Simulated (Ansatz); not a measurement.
Consider ZnSn2N3.

Input file:

```
crystal:
  lattice:
    - [5.2068220489, -3.0088664475, 0.0]
    - [5.2068220489, 3.0088664475, 0.0]
    - [0.0, 0.0, 5.7699941123]
  atoms:
    - { symbol: Zn, position: [0.6604048441, 0.3395951559, 0.9916549669] }
    - { symbol: Zn, position: [0.3395951559, 0.6604048441, 0.4916549669] }
    - { symbol: Sn, position: [0.0094014434, 0.6645431881, -0.0010865055] }
    - { symbol: Sn, position: [0.3354568119, 0.9905985566, -0.0010865055] }
    - { symbol: Sn, position: [0.9905985566, 0.3354568119, 0.4989134945] }
    - { symbol: Sn, position: [0.6645431881, 0.0094014434, 0.4989134945] }
    - { symbol: "N", position: [0.0033891098, 0.6685027829, 0.6208874421] }
    - { symbol: "N", position: [0.3314972171, 0.9966108902, 0.6208874421] }
    - { symbol: "N", position: [0.3418446541, 0.6581553459, 0.1287431599] }
    - { symbol: "N", position: [0.9966108902, 0.3314972171, 0.1208874421] }
    - { symbol: "N", position: [0.6685027829, 0.0033891098, 0.1208874421] }
    - { symbol: "N", position: [0.6581553459, 0.3418446541, 0.6287431599] }
basis:
  ecutwfc: 420
kpoints:
  mp_grid: { grid: [6, 6, 6] }
  band_path:
    path:
      - [[0.0, 0.0, 0.0], [0.5, 0.5, 0.0], [0.66651656, 0.33348344, 0.0]]
      - [[0.33348344, -0.33348344, 0.0], [0.0, 0.0, 0.0], [0.0, 0.0, -0.5], [0.33348344, -0.33348344, -0.5]]
      - [[0.66651656, 0.33348344, -0.5], [0.5, 0.5, -0.5], [0.5, 0.5, 0.0]]
      - [[0.0, 0.0, 0.0], [0.5, 0.0, 0.0], [0.5, 0.0, -0.5], [0.0, 0.0, -0.5], [0.5, 0.5, -0.5]]
    npoints: 10
hamiltonian:
  xc: pbe
scf:
  occupations: { method: gaussian, width: 0.1 }
  n_extra_bands: 30
output:
  forces: true
  stress: true
  eigenvalues: true
  populations: true
  dos: { projected: true, de: 0.02, nscf_kmesh: { grid: [8, 8, 8] } }
  bader: false
  write_density: true
  write_potential: true
  elf: true
  volumetric_format: npy
```

Launched as:

```sh
ansatz run input.yaml --threads 1 --pin off --max-ram 2560MiB --backend cpu --events-out ev --progress --plain --runs-dir out
```

Below, planes, directions and counts refer to the conventional cell (a = 10.41 Å, b = 6.02 Å, c = 5.77 Å, α = 90.00°, β = 90.00°, γ = 90.00°).

Space group Cmc2₁; a generated structure, not necessarily the stable one.

Theory: DFT PBE, scalar-relativistic, plane waves, PAW (Ansatz).

> Predict the valence pseudo-density and electron localisation function between the atoms.

Zn–N (2.09 Å): ρ is about 0.5 e/Å³ halfway; the ELF peaks at about 0.85 in the valence shell of N, 0.7 Å from its nucleus, and is about 0.30 at the midpoint.
Sn–N (2.12 Å): the density is about 0.67 e/Å³ at the midpoint; the ELF peaks at about 0.80 in the valence shell of N, 0.7 Å from its nucleus, and is about 0.35 at the midpoint.
Zn–N (2.13 Å): the density is about 0.47 e/Å³ at the midpoint; the ELF peaks at about 0.90 in the valence shell of N, 0.7 Å from its nucleus, and is about 0.30 at the midpoint: no localised pair shows between them.
Sn–N (2.18 Å): ρ at the midpoint is about 0.59 e/Å³; the ELF peaks at about 0.85 in the valence shell of N, 0.7 Å from its nucleus, and is about 0.35 at the midpoint.

> Does the calculation make it a metal, or give it a gap?

It is gapless in this calculation (a metal or semimetal).

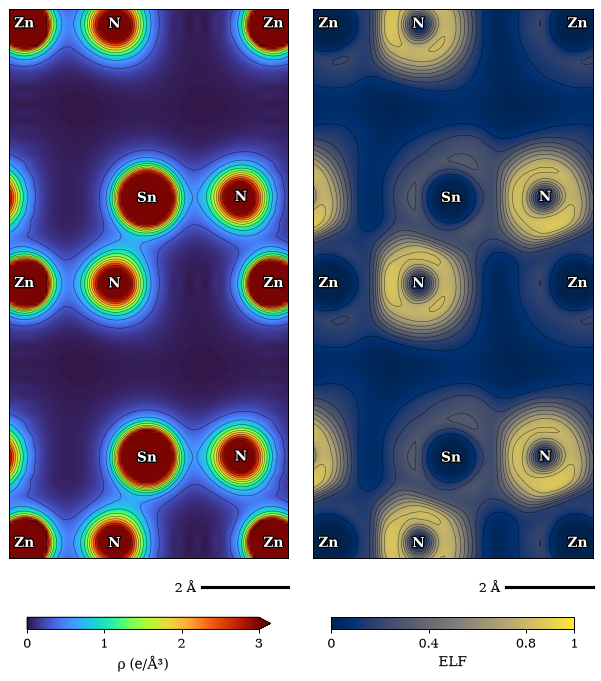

Computed valence pseudo-density and electron localisation function on the (110) plane of the conventional cell, in this order. 

Core electrons are frozen (PAW), and the valence fields are smoothed inside the atomic spheres.
